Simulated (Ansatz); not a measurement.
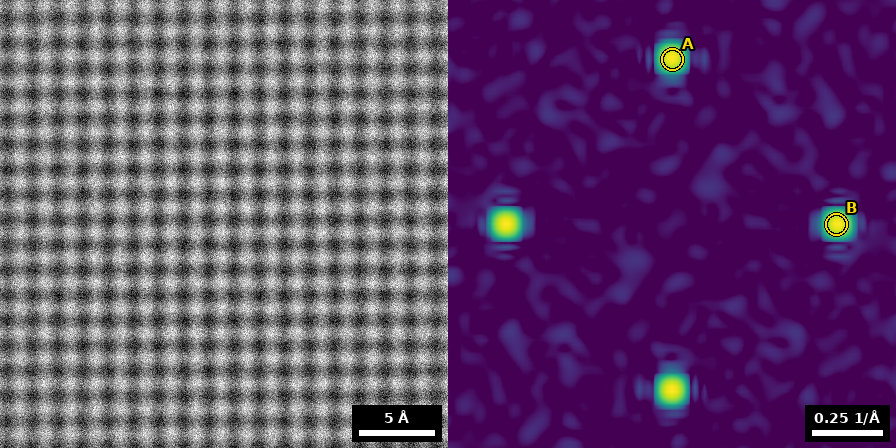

HRTEM-like image of a crystal. Simulated in the weak-phase-object approximation with neutral-atom potentials: 300 kV, Cs = 0.50 mm, defocus −376 Å (negative is underfocus), defocus spread 20 Å, aperture 0.61 1/Å. Shot noise was added.

The right panel is the modulus of the image's Fourier transform on a logarithmic scale.

### Which lattice spacings do the marked spots stand for, and what angle do A and B enclose?

A: 1.7 Å, B: 1.7 Å; A and B enclose about 90°.

The crystal is C (Im-3m, No. 229) along [001]; the spots are (1 -1 0) and (-1 -1 0). Structure used: coordinates from a relaxation with DFT, revPBE, plane waves (420 eV) with PAW, scalar-relativistic (Ansatz); the starting structure was generated, so it need not be a known form of this composition.
